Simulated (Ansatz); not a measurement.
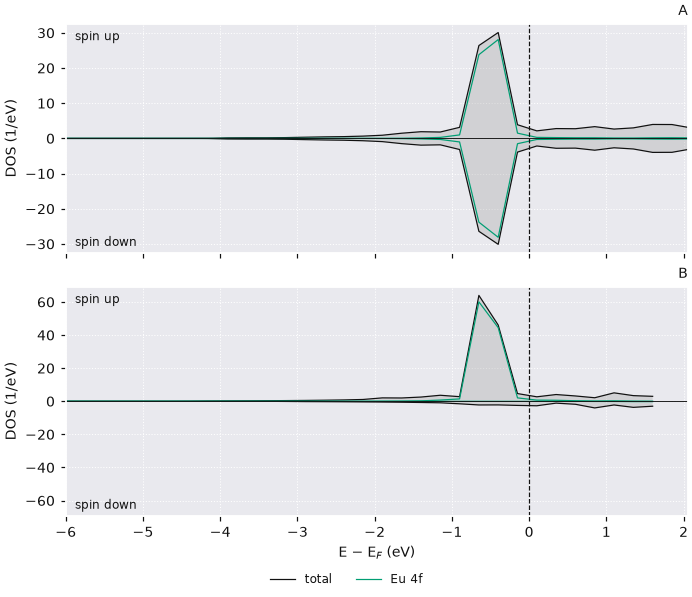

Spin-resolved densities of states of Eu, space group P6_3/mmc (No. 194), 4 atoms in the cell, a structure borrowed from another compound, in two magnetic states on the same cell (spin down negative; each from its own Fermi level). Ansatz 0.2.0; DFT with PBE, PAW plane waves, spin-polarised, 7×7×2 k mesh, 420 eV cutoff, Fermi-Dirac smearing of 0.1 eV.

Question: Which panel is which state: antiferromagnetic and ferromagnetic?

Answer: A is antiferromagnetic (net moment 0.0 μB, local moments 29.7 μB in all, metal); B is ferromagnetic (net moment 30.0 μB, local moments 30.0 μB in all, metal). Unequal spin channels mark a net moment; equal ones mean that moments cancel or are absent.

Question: Which of these states is lowest in energy?

Answer: The two lowest lie within 5 meV an atom, the ferromagnetic one lower, which is too close to call at this level.

The structure was built from a prototype or by substitution, so it need not be a known phase. Spin-orbit coupling is left out, which matters for Eu.
